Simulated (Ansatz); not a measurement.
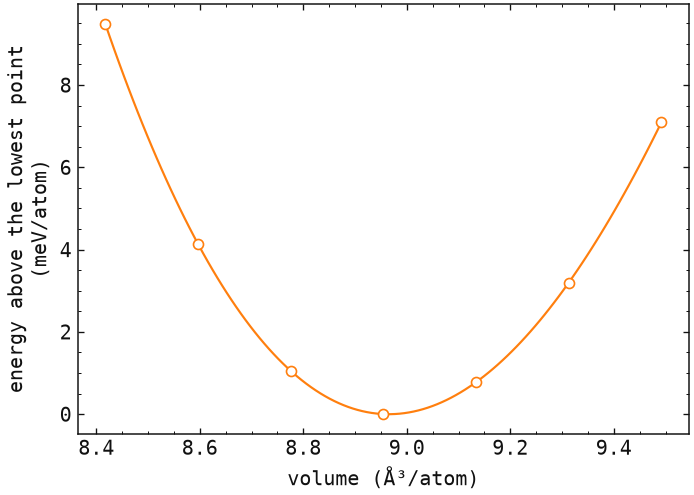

**Figure.** Energy above the lowest point against volume for Li₂O₃, space group Pn-3m (No. 224) (one of a set of cubic test structures, which need not be the stable phase).

A third-order Birch–Murnaghan fit gives V0 = 8.97 Å³/atom, B0 = 81.2 GPa and B′ = 4.3. The energy above the lowest point is 9.48 meV/atom at volume 8.4174 Å³/atom and 7.09 meV/atom at 9.4920 Å³/atom; the lowest computed point is at volume 8.9547 Å³/atom (0.00 meV/atom).

Calculation (Ansatz 0.2.0 development build): equation of state of a cubic crystal from periodic Kohn-Sham density functional theory without spin, third-order Birch-Murnaghan fit to the free energies; pressure corrected for the finite basis. Level: PBE.

| setting | value |
| --- | --- |
| structure type | cubic X2O3 |
| atoms in cell | 10 |
| space group number | 224 |
| lattice centring | simple cubic |
| k mesh | 12×12×12 |
| occupation method | Fermi–Dirac |
| occupation width | 0.06123 eV |
| wave cutoff | 700 eV |
| datasets | hard PAW |
| density tolerance | 1e−09 eV |
| bands | 34 |
| density cutoff ratio | 4 |
| search for lower states | default |

Limits of the calculation: cubic model structure, not the ambient form; modest k-mesh, values are not fully converged in k.
